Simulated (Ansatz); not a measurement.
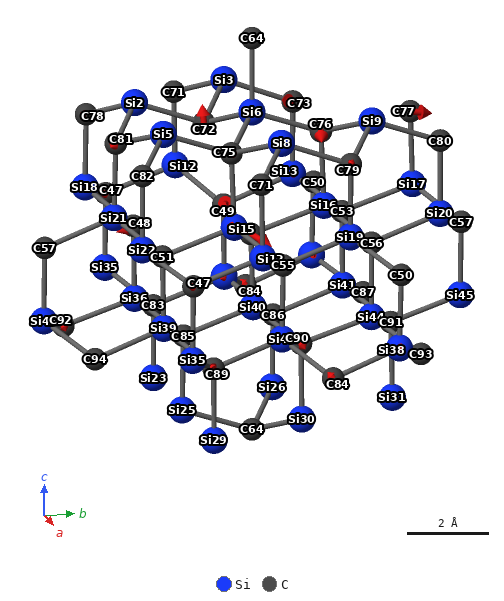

This is a relaxation of a defect cell of composition Si46C48. The starting structure is drawn; red arrows show the displacements, magnified 3 times.

The picture is a ball-and-stick view of the atoms within 5.8 Å of the atom that moves most (axes of the cell of the calculation (origin shifted)), seen slightly off an axis.

Computed with Ansatz, DFT, PBEsol, PAW, plane waves. Set-up: plane-wave cutoff 420 eV; k-point mesh 1 × 1 × 1; mesh shifted by (0.25, 0.25, 0.25); collinear spin; atoms relaxed in a fixed cell; force threshold 0.03 eV/Å; at most 80 steps.

> What happened in the run?

The energy falls by 2.681 eV per cell of the calculation in 4 geometry steps. The largest force component goes from 2.2 to 0.0051 eV/Å. The atom that moves furthest is a C atom (0.22 Å roughly along [2 2 −1]). By element the largest moves are C 0.22 Å, Si 0.07 Å. The cell doesn't change. Some distances before and after: C–Si 1.973 → 1.853 Å, C–Si 1.962 → 1.883 Å, C–Si 1.825 → 1.900 Å, C–Si 1.900 → 1.831 Å. Bond angles that change, for instance: C–Si–C 112.1° → 102.3°, C–Si–C 112.6° → 103.1°, Si–C–Si 105.9° → 114.5°. The program noted that the starting moments weren't kept. The run may lie on a higher electronic state than the lowest, so the end point isn't shown to be the ground-state structure. Cost: 9 s on 1 × NVIDIA GB200 with 8 threads of Arm Neoverse-V2, peak memory 2.1 GiB.
